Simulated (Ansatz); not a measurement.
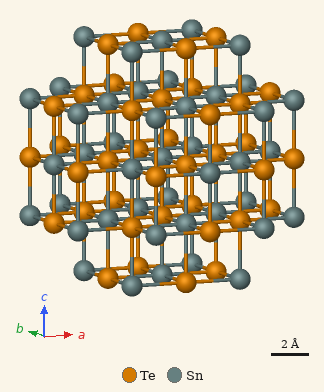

A crystal of SnTe (a generated structure, set up in Fm-3m), before the relaxation. A ball-and-stick model of the conventional cell (4 times the calculation's cell), seen slightly off an axis. Lengths and directions refer to the drawn axes.

Case: Pb → Sn on all its sites, cell and atoms relaxed.

Level of theory: Ansatz 0.2.0, DFT PBE, scalar-relativistic, plane waves, PAW.

Input file:
```yaml
crystal:
  lattice:
    - [0.0, 3.2296140243, 3.2296140243]
    - [3.2296140243, 0.0, 3.2296140243]
    - [3.2296140243, 3.2296140243, 0.0]
  atoms:
    - { symbol: Te, position: [0.0, 0.0, 0.0] }
    - { symbol: Sn, position: [0.5, 0.5, 0.5] }
basis:
  ecutwfc: 420
kpoints:
  mp_grid: { grid: [10, 10, 10] }
hamiltonian:
  xc: pbe
scf:
  occupations: { method: gaussian, width: 0.01 }
output:
  forces: true
  stress: true
  eigenvalues: true
relax:
  adjacent_minimum: "off"
  f_tol: 0.01
  max_steps: 60
  cell: { stress_tol: 0.1 }
```

Run as
```bash
ansatz run input.yaml --threads 1 --pin off --max-ram 2560MiB --backend cpu --events-out ev --progress --plain --runs-dir out
```

Where does the relaxation end?

Answer. The atoms keep their places relative to the cell (all moves are under 0.005 Å). The volume changes by −2.2 %, with a = b = c 6.459 → 6.411 Å (−0.7 %). Some distances before and after: Te1–Sn2 3.230 → 3.206 Å. The space group stays Fm-3m (No. 225). Over 2 accepted moves (3 points after the start) the energy falls by 4.2 meV per cell of the calculation. All forces vanish by symmetry, so only the cell relaxes. Pressure: −0.87 GPa at the start and −0.01 GPa at the end. The SCF was repeated once at an unchanged geometry on a basis and grid sized afresh for the cell, which shifted the energy by 0.2 meV per cell of the calculation at most. Cost: 7.1 s on 1 thread of Intel(R) Xeon(R) 6975P-C (Granite Rapids), on a shared host, peak memory 0.45 GiB.
